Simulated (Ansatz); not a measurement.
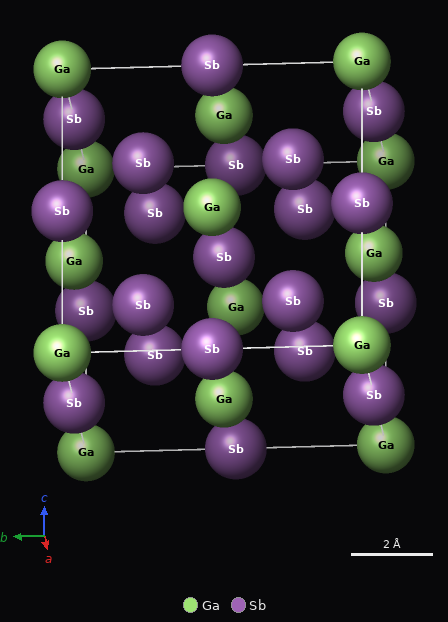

The input geometry (spheres-only view of the cell 4 times as large as that of the calculation, set on its symmetry axes, seen at an oblique angle).

## Geometry relaxation, with input and output: GaSb₃ (part 1 of 2)

The run: geometry relaxation of GaSb₃ (4 atoms in the cell). Method and program: DFT PBE, scalar-relativistic, plane waves, PAW, no spin polarisation (Ansatz 0.2.0).

The structure was made by a generator, so it may or may not be a known phase.

**Input**
```yaml
crystal:
  lattice:
    - [0.0, 3.73059511, 3.73059511]
    - [3.73059511, 0.0, 3.73059511]
    - [3.73059511, 3.73059511, 0.0]
  atoms:
    - { symbol: Ga, position: [0.0, 0.0, 0.0] }
    - { symbol: Sb, position: [0.25, 0.25, 0.25] }
    - { symbol: Sb, position: [0.75, 0.75, 0.75] }
    - { symbol: Sb, position: [0.5, 0.5, 0.5] }
basis:
  ecutwfc: 420
kpoints:
  mp_grid: { grid: [12, 12, 12] }
hamiltonian:
  xc: pbe
scf:
  occupations: { method: gaussian, width: 0.1 }
output:
  forces: true
  stress: true
  eigenvalues: true
  write_density: true
  write_potential: true
  elf: true
  volumetric_format: npy
relax:
  adjacent_minimum: "off"
  f_tol: 0.01
  max_steps: 80
  cell: { stress_tol: 0.05 }
```

Run as:
```bash
ansatz run input.yaml --threads 1 --pin off --max-ram 2560MiB --backend cpu --events-out ev --progress --plain --runs-dir out
```

**What the program printed**
```
Engine: ansatz 0.2.0, x86_64-unknown-linux-gnu
Pseudopotentials: kind: paw
Pseudopotential: Ga, paw, valence charge 13, recommended cutoff 420 eV (normal), Ga.paw.azcp
Pseudopotential: Sb, paw, valence charge 15, recommended cutoff 420 eV (normal), Sb.paw.azcp
Functional definition: PBE
  parameter kappa = 0.804
  parameter beta = 0.06672455060314922
  exchange = pbe_x(kappa = kappa, mu = beta*pi^2/3)
  correlation = pbe_c(beta = beta)
Crystal: 4 atoms, lattice volume = 103.840 Å³
Basis set: ecut = 420 eV, 2085 PW (Γ), exchange–correlation on 72×72×72 points (8 copies of the dense FFT grid, shifted against one another)
Bands: 35, of which v1, the nominal top of the filled ones, is band 29 counted from 1 (28 counted from 0)
Symmetry: 48 space group operations
Space group: Fm-3m (ITA 225), of the structure as read, at distance tolerance 4.7e-5 Å
k-points: 72 of 1728
Non-local potential: Ga, projectors of the file, l = 0: 2, l = 1: 2, l = 2: 3, l = 3: 1
Non-local potential: Sb, projectors of the file, l = 0: 2, l = 1: 2, l = 2: 2, l = 3: 2
PAW form: soft (Blöchl's): semilocal exchange-correlation on the pseudo side does not see the compensation charge
PAW one-centre angular grid: Ga, 590 points (default); XC on 64 Gauss nodes
PAW one-centre angular grid: Sb, 590 points (default); XC on 64 Gauss nodes
Initial density: superposition of atomic densities (neutral atoms: chi_scale 0, normalization atom), corrected by the library's trained network
Initial wavefunctions: pseudopotential atomic-orbital guess
Functional: x = pbe(κ = 0.804, μ = 0.2195149727645171), c = pbe(β = 0.06672455060314922)
SCF iter   1: F=—  HF=-23235.690061 eV  |F-HF|=—  |Δ(HF+E_count)|=         —  Δρ=1.74e-3  dr2=5.76e-3  ethr=1.77e-3  ⟨swp⟩=9.0  Hψ=10990  notcnv=0
preconditioner: auto → Kerker (q_TF=auto, 2.476 Å⁻¹)  [metal: Δε(μ)=0.037 eV  Ē_g=10.964 eV  σ=0.100 eV  W_gap=0.21  n_scr=26 (ndim 8)  ℏωp=19.3 eV  f_vac=0.000  D(μ)=2.13/eV (n_scr^D=14)]
SCF iter   2: F=—  HF=-23235.687012 eV  |F-HF|=—  |Δ(HF+E_count)|=   3.05e-3  Δρ=1.03e-3  dr2=1.84e-3  ethr=9.93e-6  ⟨swp⟩=2.0  Hψ=5138  notcnv=0
SCF iter   3: F=—  HF=-23235.686663 eV  |F-HF|=—  |Δ(HF+E_count)|=   3.49e-4  Δρ=3.48e-4  dr2=2.18e-4  ethr=3.17e-6  ⟨swp⟩=2.4  Hψ=3772  notcnv=0
SCF iter   4: F=—  HF=-23235.686614 eV  |F-HF|=—  |Δ(HF+E_count)|=   4.90e-5  Δρ=1.49e-4  dr2=1.23e-5  ethr=3.76e-7  ⟨swp⟩=2.0  Hψ=3462  notcnv=0
SCF iter   5: F=—  HF=-23235.686613 eV  |F-HF|=—  |Δ(HF+E_count)|=   1.08e-6  Δρ=5.66e-5  dr2=2.94e-6  ethr=2.12e-8  ⟨swp⟩=2.0  Hψ=4548  notcnv=0
SCF iter   6: F=—  HF=-23235.686611 eV  |F-HF|=—  |Δ(HF+E_count)|=   2.10e-6  Δρ=2.15e-5  dr2=5.79e-7  ethr=5.06e-9  ⟨swp⟩=2.0  Hψ=3447  notcnv=0
SCF iter   7: F=-23235.686611 eV  HF=-23235.686611 eV  |F-HF|=4.75e-8  |Δ(HF+E_count)|=   5.70e-8  Δρ=8.06e-6  dr2=4.73e-8  ethr=1.72e-10  ⟨swp⟩=10.1  Hψ=16786  notcnv=0
SCF 1 converged in 7 iterations: F = -23235.686611 eV  dr2 = 4.73e-8
  greatest PAW one-centre occupation: 0.996 electrons in one spin orbital (limit 2), on the Sb atom at site 3 (counted from 0), in its partial waves of l = 2
relax step   1: F+E_penalty+E_count = -23235.68661070 eV  Δ(F+E_penalty+E_count) = +0.000e0 eV  max|allowed force component| = 1.099e-17 eV/Å  Δτ_max = 0.0000 Å  P = -0.550 GPa  Ω = 103.840 Å³  (7 SCF iters, dr2 threshold 1.00e-7 eV, accepted)
Crystal: 4 atoms, lattice volume = 102.425 Å³
Basis set: ecut = 420 eV, 1989 PW (Γ), exchange–correlation on 72×72×72 points (8 copies of the dense FFT grid, shifted against one another)
Initial density: handed on by an earlier stage of this run
Initial wavefunctions: those handed on with the density
iter 1 solved again at ethr=1.79e-7 eV; its pass at ethr=3.10e-3 eV (dr2=1.04e-4 eV) is discarded
SCF iter   1: F=—  HF=-23235.688635 eV  |F-HF|=—  |Δ(HF+E_count)|=         —  Δρ=2.22e-4  dr2=1.06e-4  ethr=1.79e-7  ⟨swp⟩=2.2  Hψ=13337  notcnv=0
preconditioner: auto → Kerker (q_TF=auto, 2.482 Å⁻¹)  [metal: Δε(μ)=0.033 eV  Ē_g=11.050 eV  σ=0.100 eV  W_gap=0.18  n_scr=26 (ndim 8)  ℏωp=19.4 eV  f_vac=0.000  D(μ)=2.07/eV (n_scr^D=14)]
SCF iter   2: F=—  HF=-23235.688625 eV  |F-HF|=—  |Δ(HF+E_count)|=   9.53e-6  Δρ=1.48e-4  dr2=4.68e-5  ethr=1.79e-7  ⟨swp⟩=1.3  Hψ=2549  notcnv=0
SCF iter   3: F=—  HF=-23235.688618 eV  |F-HF|=—  |Δ(HF+E_count)|=   7.33e-6  Δρ=3.76e-5  dr2=1.35e-6  ethr=8.07e-8  ⟨swp⟩=2.0  Hψ=3541  notcnv=0
SCF iter   4: F=-23235.688617 eV  HF=-23235.688617 eV  |F-HF|=9.28e-9  |Δ(HF+E_count)|=   8.65e-7  Δρ=1.20e-5  dr2=1.05e-7  ethr=6.90e-10  ⟨swp⟩=11.5  Hψ=20803  notcnv=0
SCF 2 converged in 4 iterations: F = -23235.688617 eV  dr2 = 1.05e-7
relax step   2: F+E_penalty+E_count = -23235.68861717 eV  Δ(F+E_penalty+E_count) = -2.006e-3 eV  max|allowed force component| = 6.881e-17 eV/Å  Δτ_max = 0.0000 Å  P = +0.180 GPa  Ω = 102.425 Å³  energy of the carried Pulay correction = +3.246e-4 eV  (4 SCF iters, dr2 threshold 4.00e-7 eV, accepted)
Crystal: 4 atoms, lattice volume = 102.770 Å³
iter 1 solved again at ethr=1.80e-8 eV; its pass at ethr=3.10e-3 eV (dr2=1.04e-5 eV) is discarded
SCF iter   1: F=—  HF=-23235.688726 eV  |F-HF|=—  |Δ(HF+E_count)|=         —  Δρ=5.55e-5  dr2=5.76e-6  ethr=1.80e-8  ⟨swp⟩=3.0  Hψ=12900  notcnv=0
preconditioner: auto → Kerker (q_TF=auto, 2.480 Å⁻¹)  [metal: Δε(μ)=0.018 eV  Ē_g=11.031 eV  σ=0.100 eV  W_gap=0.10  n_scr=26 (ndim 8)  ℏωp=19.4 eV  f_vac=0.000  D(μ)=2.09/eV (n_scr^D=14)]
SCF iter   2: F=—  HF=-23235.688727 eV  |F-HF|=—  |Δ(HF+E_count)|=   7.04e-7  Δρ=3.53e-5  dr2=2.41e-6  ethr=9.94e-9  ⟨swp⟩=1.3  Hψ=2552  notcnv=0
SCF iter   3: F=—  HF=-23235.688726 eV  |F-HF|=—  |Δ(HF+E_count)|=   3.51e-7  Δρ=1.19e-5  dr2=1.44e-7  ethr=4.15e-9  ⟨swp⟩=2.0  Hψ=3541  notcnv=0
SCF iter   4: F=-23235.688726 eV  HF=-23235.688726 eV  |F-HF|=2.06e-9  |Δ(HF+E_count)|=   9.10e-8  Δρ=2.79e-6  dr2=7.66e-9  ethr=1.39e-10  ⟨swp⟩=9.1  Hψ=15103  notcnv=0
SCF 3 converged in 4 iterations: F = -23235.688726 eV  dr2 = 7.66e-9
relax step   3: F+E_penalty+E_count = -23235.68872625 eV  Δ(F+E_penalty+E_count) = -1.091e-4 eV  max|allowed force component| = 4.857e-17 eV/Å  Δτ_max = 0.0000 Å  P = -0.004 GPa  Ω = 102.770 Å³  energy of the carried Pulay correction = +2.450e-4 eV  (4 SCF iters, dr2 threshold 8.09e-8 eV, accepted)
Initial wavefunctions: pseudopotential atomic-orbital guess (no wavefunctions were taken with the density)
iter 1 solved again at ethr=3.01e-7 eV; its pass at ethr=3.10e-3 eV (dr2=1.75e-4 eV) is discarded
SCF iter   1: F=—  HF=-23235.688473 eV  |F-HF|=—  |Δ(HF+E_count)|=         —  Δρ=1.10e-5  dr2=3.14e-8  ethr=3.01e-7  ⟨swp⟩=3.0  Hψ=16736  notcnv=0
eigensolver tolerance schedule: the retry pair's looser diagonalisation over-reported the residual by 5553.25 of it (diagonalisation noise at 1.17 of the residual, at the tolerance the schedule requests for it); recorded, not acted on — ethr = c·dr2/N_el stays at c = 1.0e-1
preconditioner: auto → Kerker (q_TF=auto, 2.480 Å⁻¹)  [metal: Δε(μ)=0.018 eV  Ē_g=11.032 eV  σ=0.100 eV  W_gap=0.10  n_scr=26 (ndim 8)  ℏωp=19.4 eV  f_vac=0.000  D(μ)=2.09/eV (n_scr^D=14)]
SCF iter   2: F=—  HF=-23235.688474 eV  |F-HF|=—  |Δ(HF+E_count)|=   7.62e-7  Δρ=8.53e-6  dr2=3.15e-8  ethr=5.42e-11  ⟨swp⟩=3.1  Hψ=5557  notcnv=0
SCF iter   3: F=—  HF=-23235.688474 eV  |F-HF|=—  |Δ(HF+E_count)|=   5.03e-9  Δρ=3.08e-6  dr2=5.09e-9  ethr=5.42e-11  ⟨swp⟩=2.0  Hψ=3424  notcnv=0
SCF iter   4: F=—  HF=-23235.688474 eV  |F-HF|=—  |Δ(HF+E_count)|=  5.60e-10  Δρ=5.21e-7  dr2=5.31e-10  ethr=8.78e-12  ⟨swp⟩=2.0  Hψ=3508  notcnv=0
SCF iter   5: F=—  HF=-23235.688474 eV  |F-HF|=—  |Δ(HF+E_count)|=  5.46e-11  Δρ=2.38e-7  dr2=4.24e-11  ethr=1.00e-12  ⟨swp⟩=2.2  Hψ=3925  notcnv=0
SCF iter   6: F=-23235.688474 eV  HF=-23235.688474 eV  |F-HF|=3.64e-12  |Δ(HF+E_count)|=  2.18e-11  Δρ=7.40e-8  dr2=4.64e-12  ethr=1.00e-12  ⟨swp⟩=6.2  Hψ=10837  notcnv=0
SCF 4 converged in 6 iterations: F = -23235.688474 eV  dr2 = 4.64e-12
relax step   4: F+E_penalty+E_count = -23235.68847386 eV  Δ(F+E_penalty+E_count) = +2.524e-4 eV  max|allowed force component| = 3.932e-17 eV/Å  Δτ_max = 0.0000 Å  P = -0.003 GPa  Ω = 102.770 Å³  stress off target by 2.57e-3 GPa  SCF on the basis re-selected at this cell (its energy is not comparable with the rows above)  (6 SCF iters)
```

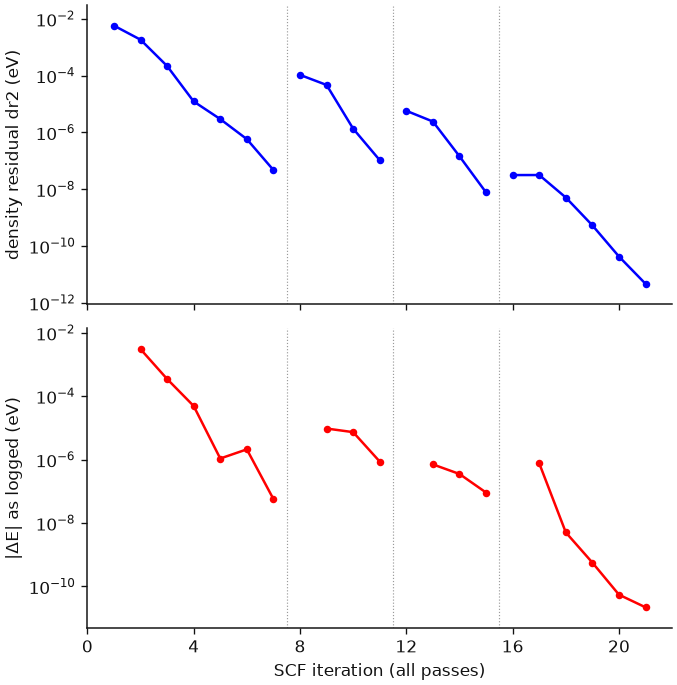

Convergence of the self-consistent field: density residual dr2 and size of the energy change against the SCF iteration. The dotted lines part the SCF passes of the relaxation: geometry steps, rejected trials and re-solves on a re-selected basis. The passes take 7, 4, 4 and 6 iterations.

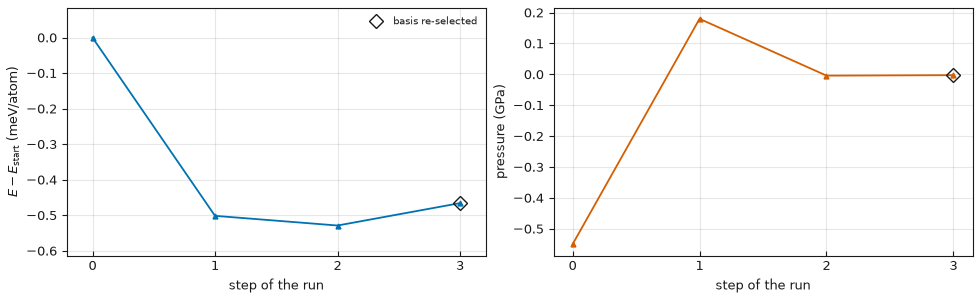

Progress of the relaxation, step by step (the first geometry is step 0 here and step 1 in the log). The energy falls by 0.5 meV per atom in 2 geometry steps. All forces vanish by symmetry, so only the cell relaxes. The pressure goes from −0.55 to 0.00 GPa. No atom moves by more than 0.005 Å relative to the cell. A last SCF at the same geometry on a re-selected plane-wave basis shifts the energy by +0.1 meV per atom.

```
basis re-selected at this cell: Δ(F+E_penalty+E_count) = +2.524e-4 eV, ΔP = +0.001 GPa vs the last step (what re-selecting the basis moved, of the pressure what is left beyond the Pulay correction that the steps carried, after the strain that the cell walked since its last selection, with what the two solves' SCF thresholds leave and, on support functions, any second-order correction that the steps lacked; it is no measure of the basis error at this ecutwfc). This SCF's stress stands 2.57e-3 GPa from its target on what of the cell is left free (relax.cell.stress_tol is 5.00e-2 GPa) and its largest allowed force component is 3.93e-17 eV/Å (relax.f_tol is 1.00e-2 eV/Å): within both
SCF converged after 6 iterations
Free energy (F): -23235.688474 eV
Harris-Foulkes:  -23235.688474 eV  (|F-HF|=3.64e-12)
Internal energy: -23235.678016 eV  (E = F + TS)
E sigma→0 (E₀):  -23235.683245 eV
Entropy (-TS):   -0.010458 eV (-2.615 meV/atom)
Fermi energy:    10.816507 eV
```
